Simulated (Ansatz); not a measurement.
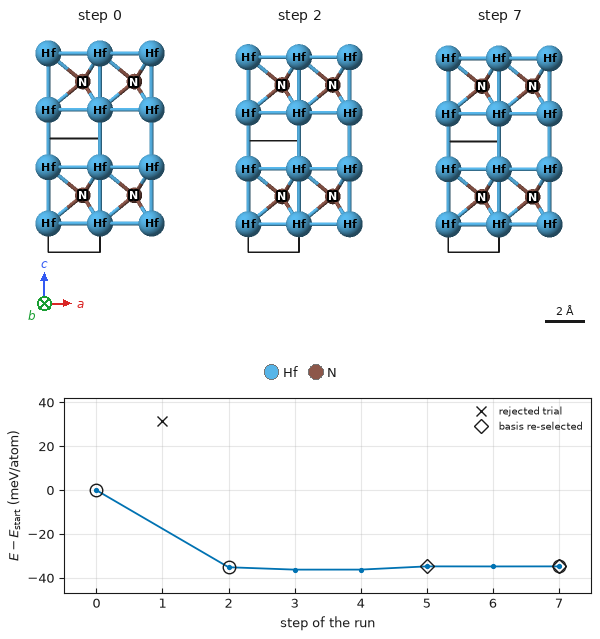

Frames of a relaxation of a crystal of Hf2N (a generated structure, set up in P-6m2), marked on the history of the run. The picture is a ball-and-stick view of the cell of the calculation, repeated 2 × 1 × 2 with one cell outlined, seen along the b axis.

The run lets cell and atoms move.

Level of theory: Ansatz, Kohn-Sham DFT of a periodic cell, LDA, Ansatz PAW.

Input file:
```yaml
crystal:
  lattice:
    - [3.08017, 0.0, 0.0]
    - [-1.54008, 2.6675, 0.0]
    - [0.0, 0.0, 5.8821]
  atoms:
    - { symbol: Hf, position: [0.0, 0.0, 0.74743] }
    - { symbol: Hf, position: [0.0, 0.0, 0.25257] }
    - { symbol: "N", position: [0.66667, 0.33333, 0.5] }
hamiltonian:
  xc: lda
  pseudopotentials: { kind: paw }
kpoints:
  mp_grid: { grid: [10, 10, 5] }
scf:
  occupations: { method: fermi_dirac, width: 0.05 }
output:
  forces: true
  stress: true
  eigenvalues: true
relax:
  f_tol: 0.01
  max_steps: 40
  cell: { stress_tol: 0.05 }
```

Launched with:
```bash
ansatz run input.yaml --threads 2 --pin off --max-ram 5632MiB --backend cpu --events-out ev --progress --plain --runs-dir out
```

**What happens along the run?**

The largest moves relative to the cell, 0.012 Å, are those of Hf atoms. N stays in place. Cell: a = b 3.080 → 3.018 Å (−2.0 %), c 5.882 → 5.726 Å (−2.6 %). Volume −6.5 %. Some distances before and after: Hf–Hf 2.971 → 2.870 Å, Hf–Hf 3.080 → 3.018 Å, Hf–Hf 2.911 → 2.857 Å, Hf–N 2.298 → 2.253 Å. The space group stays P-6m2 (No. 187). Over 4 accepted moves (7 points after the start) the energy falls by 34.7 meV per atom. Largest force component: 0.45 eV/Å at the start, 0.00018 eV/Å at the end. Pressure: −10.45 GPa at the start and 0.00 GPa at the end. The line search rejected the trial step at point 1 of the run. At 2 points the geometry stayed and the basis and grid were re-selected for the new cell (energy shift of 1.5 meV per atom at most each time). At step 1 the optimiser overshot: the energy rose above the start, and later steps came back. From step 0 to 2: volume −5.6 %, energy −35.1 meV per atom. From step 2 to 7: volume −1.0 %, energy +0.4 meV per atom.

```json
{"step": "0", "E − E(0), meV/atom": "0.00", "largest force component, eV/Å": "0.4500", "pressure, GPa": "-10.45", "volume, Å³/atom": "16.110", "note": ""}
{"step": "1", "E − E(0), meV/atom": "31.35", "largest force component, eV/Å": "1.3197", "pressure, GPa": "12.87", "volume, Å³/atom": "13.876", "note": "rejected"}
{"step": "2", "E − E(0), meV/atom": "-35.10", "largest force component, eV/Å": "0.0819", "pressure, GPa": "-1.55", "volume, Å³/atom": "15.206", "note": ""}
{"step": "3", "E − E(0), meV/atom": "-36.20", "largest force component, eV/Å": "0.0057", "pressure, GPa": "0.18", "volume, Å³/atom": "15.055", "note": ""}
{"step": "4", "E − E(0), meV/atom": "-36.19", "largest force component, eV/Å": "0.0015", "pressure, GPa": "0.00", "volume, Å³/atom": "15.068", "note": ""}
{"step": "5", "E − E(0), meV/atom": "-34.72", "largest force component, eV/Å": "0.0005", "pressure, GPa": "-0.12", "volume, Å³/atom": "15.068", "note": "same geometry, new basis"}
{"step": "6", "E − E(0), meV/atom": "-34.74", "largest force component, eV/Å": "0.0001", "pressure, GPa": "0.00", "volume, Å³/atom": "15.057", "note": ""}
{"step": "7", "E − E(0), meV/atom": "-34.72", "largest force component, eV/Å": "0.0002", "pressure, GPa": "0.00", "volume, Å³/atom": "15.057", "note": "same geometry, new basis"}
```
